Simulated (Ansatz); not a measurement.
**WSe₂: one change and its effect**

System: WSe₂ (P-6m2, 3 atoms in the cell).
Method of run 1: DFT, PBE, plane waves, PAW, no spin polarisation (Ansatz 0.2.0).

The structure derives from a Materials Project entry. The geometry comes from this level: r2scan-rvv10. Text and figures count atoms from 1; the logs count them from 0 in places.

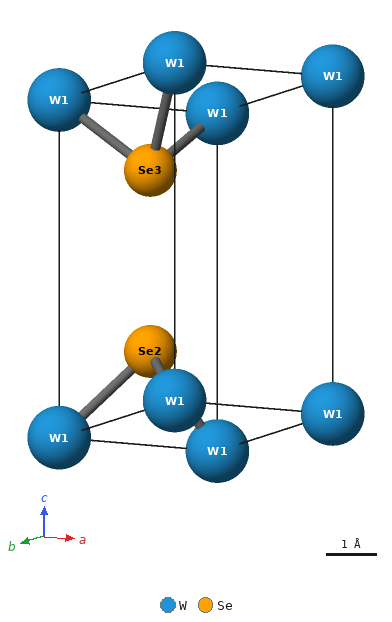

The input geometry (ball-and-stick view of the cell of the calculation, seen at an oblique angle; atoms are numbered from 1 in the order of the input).

## Input, run 1
```yaml
crystal:
  lattice:
    - [3.2972128474, 0.0, 0.0]
    - [-1.6486064237, 2.8554700876, 0.0]
    - [0.0, 0.0, 7.1842677688]
  atoms:
    - { symbol: W, position: [0.0, 0.0, 0.0] }
    - { symbol: Se, position: [0.3333333333, 0.6666666667, 0.2319181014] }
    - { symbol: Se, position: [0.3333333333, 0.6666666667, 0.7680818986] }
kpoints:
  mp_grid: { grid: [12, 12, 4] }
  band_path:
    path:
      - [0.0, 0.0, 0.0]
      - [0.5, 0.0, 0.0]
      - [0.3333333333, 0.3333333333, 0.0]
      - [0.0, 0.0, 0.5]
      - [0.5, 0.0, 0.5]
      - [0.3333333333, 0.3333333333, 0.5]
      - [0.177083, 0.177083, 0.0]
    npoints: 1
hamiltonian:
  xc: pbe
scf:
  occupations: { method: fixed }
  n_extra_bands: 4
output:
  forces: true
  stress: true
  eigenvalues: true
```

Command:
```bash
ansatz run input.yaml --threads 2 --pin off --max-ram 3686MiB --backend cpu --events-out ev --progress --plain --runs-dir out
```

Hardware: 2 threads of Arm Neoverse V1, 24 GiB of memory available, shared host.

## Output, shortened to warnings, some set-up lines, iterations and results (run 1)
```
Basis set: ecut = 420 eV, 1321 PW (Γ), exchange–correlation on 48×48×100 points (8 copies of the dense FFT grid, shifted against one another)
Symmetry: 12 space group operations
k-points: 57 of 576 (time reversal used)
Initial density: superposition of atomic densities (neutral atoms: chi_scale 0, normalization atom), corrected by the library's trained network
[...]
SCF iter   1: F=—  HF=-21324.621074 eV  |F-HF|=—  |Δ(HF+E_count)|=         —  Δρ=4.37e-3  dr2=1.13e-2  ethr=1.77e-3  ⟨swp⟩=5.0  Hψ=5511  notcnv=0  defer=100
SCF iter   2: F=—  HF=-21324.624415 eV  |F-HF|=—  |Δ(HF+E_count)|=   3.34e-3  Δρ=2.50e-3  dr2=2.20e-3  ethr=2.45e-5  ⟨swp⟩=2.0  Hψ=2455  notcnv=0  defer=113
SCF iter   3: F=—  HF=-21324.626416 eV  |F-HF|=—  |Δ(HF+E_count)|=   2.00e-3  Δρ=8.12e-4  dr2=7.87e-4  ethr=4.78e-6  ⟨swp⟩=2.0  Hψ=2122  notcnv=0  defer=113
SCF iter   4: F=—  HF=-21324.626541 eV  |F-HF|=—  |Δ(HF+E_count)|=   1.24e-4  Δρ=1.86e-4  dr2=4.33e-5  ethr=1.71e-6  ⟨swp⟩=2.0  Hψ=2046  notcnv=0  defer=114
SCF iter   5: F=—  HF=-21324.626557 eV  |F-HF|=—  |Δ(HF+E_count)|=   1.59e-5  Δρ=8.18e-5  dr2=1.28e-5  ethr=9.42e-8  ⟨swp⟩=2.0  Hψ=2790  notcnv=0  defer=30
SCF iter   6: F=—  HF=-21324.626559 eV  |F-HF|=—  |Δ(HF+E_count)|=   2.63e-6  Δρ=3.58e-5  dr2=1.46e-6  ethr=2.78e-8  ⟨swp⟩=2.0  Hψ=2782  notcnv=0  defer=36
SCF iter   7: F=-21324.626562 eV  HF=-21324.626562 eV  |F-HF|=1.87e-7  |Δ(HF+E_count)|=   2.94e-6  Δρ=8.58e-6  dr2=8.69e-8  ethr=2.17e-10  ⟨swp⟩=6.5  Hψ=8302  notcnv=0
SCF 1 converged in 7 iterations: F = -21324.626562 eV  dr2 = 8.69e-8
NSCF: frozen V_eff on 7 k-points
SCF converged after 7 iterations
Free energy (F): -21324.626562 eV
Harris-Foulkes:  -21324.626562 eV  (|F-HF|=1.87e-7)
Internal energy: -21324.626562 eV  (E = F + TS)
E sigma→0 (E₀):  -21324.626562 eV
Fermi energy:    10.931544 eV
--- Per-component energies (eV) ---
  E_band       = -922.971536
  E_kinetic    = 689.593147
  E_local      = -6867.285833  (includes V_loc(G=0)·N_el)
  E_nonlocal   = -1189.937161
  E_hartree    = 3284.586547
  E_xc         = -476.468715
  E_vxc        = -436.665112  (∫ρ·V_xc dr)
  E_paw        = -12385.507757  (= ΣΔE_a)
  E_vpaw       = 312.148193  (= ΣTr[D̂ρ^β])
  E_aug_tail   = -0.001247  (compensation charges beyond the density's cutoff)
  E_ewald      = -4379.605545
  E_smearing   = -0.000000  (= −TS)
  E_closure    = 0.000000  (closes the sum)
  Σ components = -21324.626562   (vs F -21324.626562, Δ=0.00e0)
--- Forces (eV/Å), atoms counted from 1 ---
  atom   1  W      0.00000000     0.00000000     0.00000000
  atom   2  Se    -0.00000000    -0.00000000     0.29427739
  atom   3  Se    -0.00000000    -0.00000000    -0.29427739
  max |Σ_I F_I| component: 1.50e-17 eV/Å
--- Stress (GPa, compression-positive) ---
        2.592385       0.000000      -0.000000
        0.000000       2.592385      -0.000000
       -0.000000      -0.000000       3.898112
  P = ⅓ Tr σ = 3.0276 GPa (30.276 kbar)
```

Run 2 used a changed input.

## The two runs side by side

| quantity | run 1 | run 2 |
| --- | --- | --- |
| outcome | converged | converged |
| free energy per atom (eV) | −7108.2089 | −7118.4491 |
| gap on the mesh (eV) | 1.38 | 1.50 |
| pressure (GPa) | 3.03 | 1.15 |
| largest force (eV/Å) | 0.294 | 0.024 |
| SCF iterations | 7 | 7 |
| irreducible k-points | 57 | 57 |
| plane waves at Γ | 1321 | 1707 |
| wall time (shared host) | 5.8 s | 14 s |

What was changed in the input?

The change (lines with − go, lines with + come):
```diff
-  xc: pbe
+  xc: r2scan
```

The total energies belong to different methods, so their difference says nothing on which is more stable or more accurate. The gap on the mesh goes from 1.38 to 1.50 eV. The pressure goes from 3.03 to 1.15 GPa. The largest force goes from 0.294 to 0.024 eV/Å. The functional changes from PBE to r2SCAN. The number of SCF iterations is the same. The default cutoff goes from 420 to 500 eV with the change. The plane waves at Γ go from 1321 to 1707. On the same kind of shared host run 2 took about 2.4 times as long.

## Output, shortened to warnings, some set-up lines, iterations and results (run 2)
```
Basis set: ecut = 500 eV, 1707 PW (Γ), exchange–correlation on 100×100×216 points (64 copies of the dense FFT grid, shifted against one another)
Symmetry: 12 space group operations
k-points: 57 of 576 (time reversal used)
Initial density: superposition of atomic densities (neutral atoms: chi_scale 0, normalization atom), corrected by the library's trained network
[...]
SCF iter   1: F=—  HF=-21355.279715 eV  |F-HF|=—  |Δ(HF+E_count)|=         —  Δρ=5.33e-3  dr2=8.37e-3  dr2_τ=4.56e-2  ethr=1.77e-3  ⟨swp⟩=5.0  Hψ=5538  notcnv=0  defer=97
SCF iter   2: F=—  HF=-21355.342312 eV  |F-HF|=—  |Δ(HF+E_count)|=   6.26e-2  Δρ=3.59e-3  dr2=3.74e-3  dr2_τ=3.64e-4  ethr=1.82e-5  ⟨swp⟩=3.0  Hψ=3478  notcnv=0  defer=114
SCF iter   3: F=—  HF=-21355.346728 eV  |F-HF|=—  |Δ(HF+E_count)|=   4.42e-3  Δρ=1.24e-3  dr2=4.99e-4  dr2_τ=4.51e-5  ethr=8.13e-6  ⟨swp⟩=2.0  Hψ=2169  notcnv=0  defer=112
SCF iter   4: F=—  HF=-21355.347307 eV  |F-HF|=—  |Δ(HF+E_count)|=   5.80e-4  Δρ=1.96e-4  dr2=3.83e-5  dr2_τ=1.06e-5  ethr=1.09e-6  ⟨swp⟩=2.0  Hψ=2338  notcnv=0  defer=113
SCF iter   5: F=—  HF=-21355.347312 eV  |F-HF|=—  |Δ(HF+E_count)|=   4.74e-6  Δρ=8.88e-5  dr2=7.79e-6  dr2_τ=3.97e-7  ethr=8.33e-8  ⟨swp⟩=2.0  Hψ=1936  notcnv=0  defer=35
SCF iter   6: F=—  HF=-21355.347314 eV  |F-HF|=—  |Δ(HF+E_count)|=   2.51e-6  Δρ=2.61e-5  dr2=6.75e-7  dr2_τ=3.81e-8  ethr=1.69e-8  ⟨swp⟩=2.0  Hψ=1964  notcnv=0  defer=36
SCF iter   7: F=-21355.347315 eV  HF=-21355.347315 eV  |F-HF|=1.73e-8  |Δ(HF+E_count)|=   5.33e-7  Δρ=6.41e-6  dr2=6.25e-8  dr2_τ=1.28e-9  ethr=2.17e-10  ⟨swp⟩=6.7  Hψ=7555  …
SCF 1 converged in 7 iterations: F = -21355.347315 eV  dr2 = 6.25e-8
NSCF: frozen V_eff on 7 k-points
SCF converged after 7 iterations
Free energy (F): -21355.347315 eV
Harris-Foulkes:  -21355.347315 eV  (|F-HF|=1.73e-8)
Internal energy: -21355.347315 eV  (E = F + TS)
E sigma→0 (E₀):  -21355.347315 eV
Fermi energy:    10.740930 eV
--- Per-component energies (eV) ---
  E_band       = -965.587238
  E_kinetic    = 690.486132
  E_local      = -6868.547774  (includes V_loc(G=0)·N_el)
  E_nonlocal   = -1188.329837
  E_hartree    = 3284.975626
  E_xc         = -446.517686
  E_vxc        = -472.673862  (∫ρ·V_xc dr)
  E_paw        = -12443.690259  (= ΣΔE_a)
  E_vpaw       = 279.681196  (= ΣTr[D̂ρ^β])
  E_aug_tail   = -0.000483  (compensation charges beyond the density's cutoff)
  E_vtau       = 23.859488  (kinetic-family band-sum trace: ∫τ·v_τ [+ j·A + Jᵃ·Aᵃ] dr)
  E_ewald      = -4379.605545
  E_core_change = -4.117489  (= ΣΔE_core)
  E_smearing   = -0.000000  (= −TS)
  E_closure    = 0.000000  (closes the sum)
  Σ components = -21355.347315   (vs F -21355.347315, Δ=0.00e0)
--- Forces (eV/Å), atoms counted from 1 ---
  atom   1  W      0.00000000     0.00000000     0.00000000
  atom   2  Se     0.00000000    -0.00000000    -0.02405425
  atom   3  Se     0.00000000    -0.00000000     0.02405425
  max |Σ_I F_I| component: 1.16e-17 eV/Å
--- Stress (GPa, compression-positive) ---
        1.224707      -0.000000      -0.000000
        0.000000       1.224707      -0.000000
       -0.000000      -0.000000       0.986237
  P = ⅓ Tr σ = 1.1452 GPa (11.452 kbar)
```

For both runs: Spin–orbit coupling is left out, which matters for W.
